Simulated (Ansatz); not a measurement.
Si₂Mo

```yaml
crystal:
  lattice:
    - [0.00000, -3.21704, -7.87313]
    - [-3.21704, 0.00000, 0.00000]
    - [0.00000, 3.21704, 0.00000]
  atoms:
    - { symbol: Si, position: [0.66489, 0.00000, 0.66489] }
    - { symbol: Si, position: [0.16489, 0.50000, 0.66489] }
    - { symbol: Si, position: [0.83511, 0.50000, 0.37242] }
    - { symbol: Si, position: [0.33511, 0.00000, 0.37242] }
    - { symbol: Mo, position: [0.50000, 0.50000, 0.00000] }
    - { symbol: Mo, position: [0.00000, 0.00000, 0.00000] }
```

Space group Cm; started from the Si2Mo prototype; changed on purpose from its base cell (atom 2 (Si) moved 0.12 A along y); not relaxed (largest force 0.9 eV/Å); computed without spin polarisation.

Computed with DFT PBE, scalar-relativistic, plane waves, PAW in Ansatz.

Core electrons are frozen (PAW), and the valence fields are smoothed inside the atomic spheres.

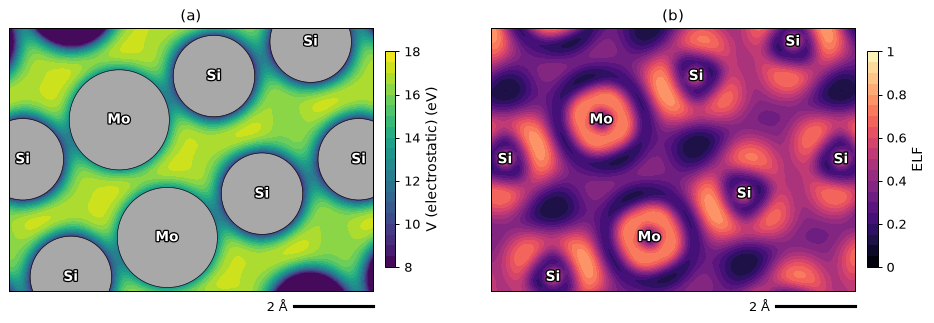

Figure 1. (a) electrostatic potential energy of an electron; (b) ELF on the (010) plane of the conventional cell. Grey discs cover the atomic cores in the potential map.

### What do the fields say about this system?

The plane passes through Si and Mo nuclei.
Si–Mo (2.64 Å): the ELF peaks at about 0.80 in the valence shell of Si, 0.9 Å from its nucleus, and is about 0.40 at the midpoint.
The features right at Mo lie inside the PAW spheres, where the map follows smoothed inner orbitals and isn't to be read closely.
Outside the cores the potential energy rises away from the atoms and is highest about 1.6 Å from the nearest atoms; its zero is arbitrary.

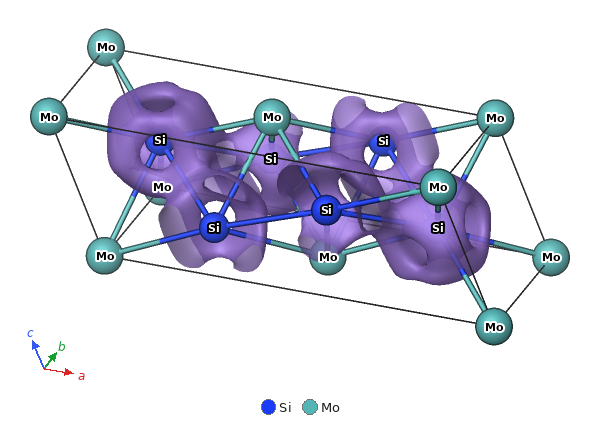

Figure 2. Isosurface of the ELF at 0.6 (purple), seen at an oblique angle. Core shells and regions of very low density are left out. Sticks mark near contacts.

### Describe the localisation domains.

The ELF exceeds this value in channels that run through the cell in one direction, counted in one cell of 6 atoms. Any copies at cell faces, edges or corners count once. Along the contacts the grid gives the following. Si–Mo (2.55 Å): the ELF peaks at about 0.75 in the valence shell of Si, 0.9 Å from its nucleus, and is about 0.45 at the midpoint. Si–Si (2.57 Å): the ELF peaks at about 0.70 between the atoms.

### Does the calculation make it a metal, or give it a gap?

It is gapless in this calculation (a metal or semimetal).
